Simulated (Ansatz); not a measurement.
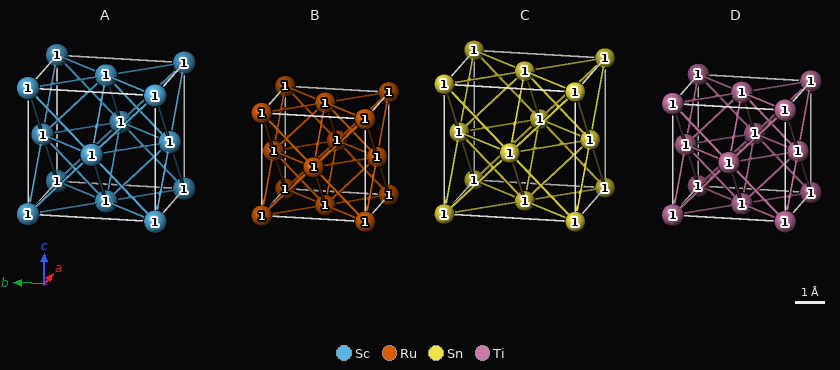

One structure type (space group Fm-3m for the parent) with different elements on its sites, each relaxed in cell and atoms to zero pressure (within 0.1 GPa). Style: ball-and-stick. Shown: the conventional cell (4 times the calculation's cell), from a free direction. Lengths and directions refer to the drawn axes.

Computed with DFT r2SCAN, scalar-relativistic, plane waves, PAW in Ansatz 0.2.0. Settings: plane-wave cutoff 500 eV; occupations gaussian; smearing width 0.1 eV; no spin polarisation. The k-mesh is chosen for each cell (16×16×16, 18×18×18).

Give the formulas, and rank the crystals by volume per atom, smallest first.

B = Ru (13.6 Å³), D = Ti (17.4 Å³), A = Sc (25.1 Å³), C = Sn (27.4 Å³).
